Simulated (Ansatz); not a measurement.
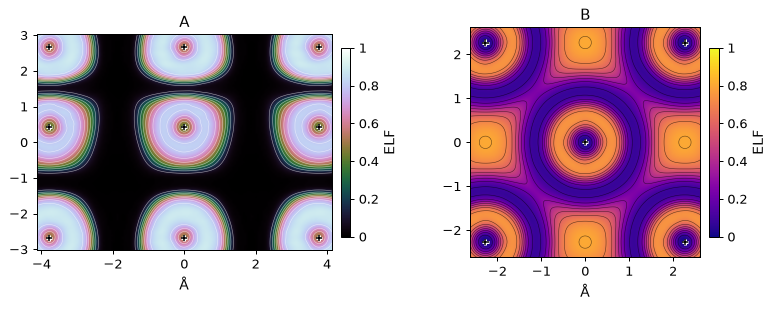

The ELF of 2 systems, each on a plane through atoms (crosses mark nuclei in the plane).

Level of theory: DFT r2SCAN, scalar-relativistic, plane waves, PAW in Ansatz.

System 1: KF, the (010) plane of the conventional cell. Space group I4mm; changed on purpose from its base cell (all F atoms moved +0.438 Å, as atom 2 along Cartesian [1 0 0]); not relaxed (largest force 1.4 eV/Å); computed pressure about 3 GPa in this cell.

```
CELL_PARAMETERS angstrom
0.00000 -2.67350 -2.67350
0.00000 2.67350 -2.67350
5.34700 0.00000 0.00000
ATOMIC_POSITIONS crystal
K 0.50000 0.50000 0.50000
K 0.00000 0.00000 0.00000
F 0.50000 0.50000 0.08182
F 0.00000 0.00000 0.58182
```

System 2: Sc, the (010) plane of the conventional cell. Space group Fm-3m; computed pressure about 4 GPa in this cell; computed without spin polarisation.

```
CELL_PARAMETERS angstrom
4.54100 0.00000 0.00000
0.00000 4.54100 0.00000
0.00000 0.00000 4.54100
ATOMIC_POSITIONS crystal
Sc 0.00000 0.00000 0.00000
Sc 0.50000 0.50000 0.00000
Sc 0.50000 0.00000 0.50000
Sc 0.00000 0.50000 0.50000
```

Question: Match each panel to its system.

Answer: Panel A is system 1, KF: the plane holds K and F. K–F (2.24 Å): the ELF peaks at about 0.80 in the valence shell of F, 0.6 Å from its nucleus, and drops to about 0.05 between the two atoms; an ionic contact with no shared pair. Panel B is system 2, Sc: the plane holds Sc. Sc–Sc (3.21 Å): the ELF is about 0.25 at the midpoint: no localised pair shows between them.
